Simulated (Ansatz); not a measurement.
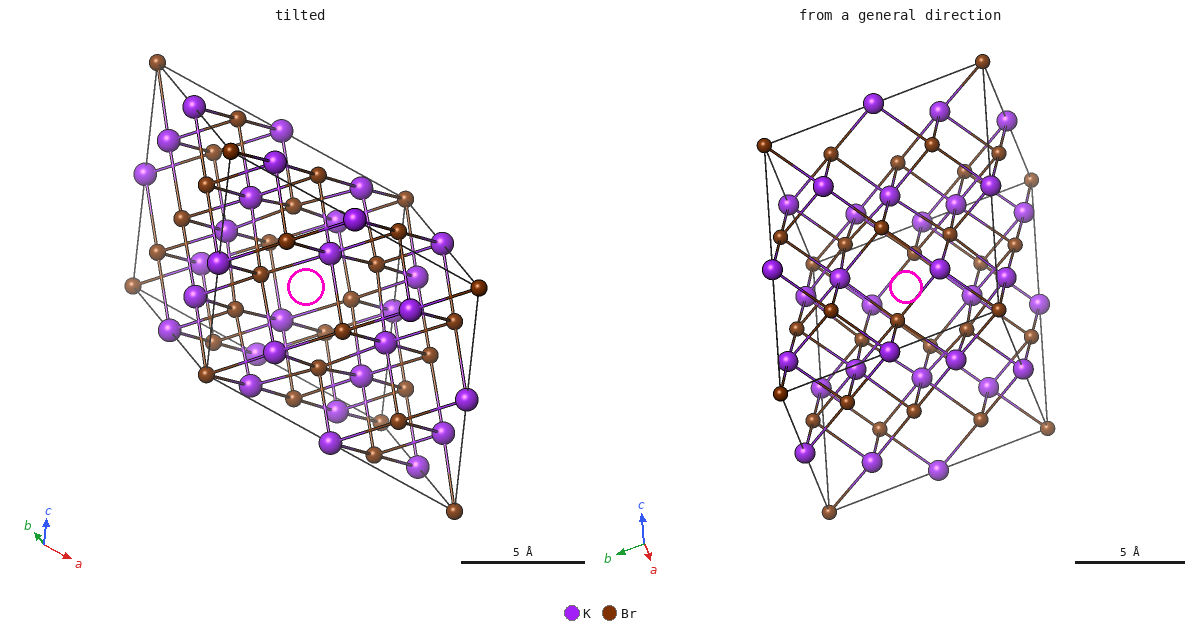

Ball-and-stick drawing of the structure, looking slightly off an axis and from a general direction. Lines trace the edges of the supercell. The host is KBr, in a cell of 32 sites, and the cell is neutral. A ring marks the defect's site.

Question: Which defect is modelled here, and what are its neighbours?

Answer: A potassium vacancy. Around the empty site lie six Br at about 3.5 Å.

Level of theory and settings: DFT PBE, scalar-relativistic, plane waves, PAW (Ansatz), plane-wave cutoff 420 eV, a 2×2×2 grid in reciprocal space, Gaussian smearing of 0.01 eV, collinear spins.

Question: Does the defective cell carry a moment?

Answer: Yes, 1.0 μB in the cell.

The atoms were relaxed in the host's cell with DFT PBE, scalar-relativistic, plane waves, PAW (Ansatz 0.2.0).
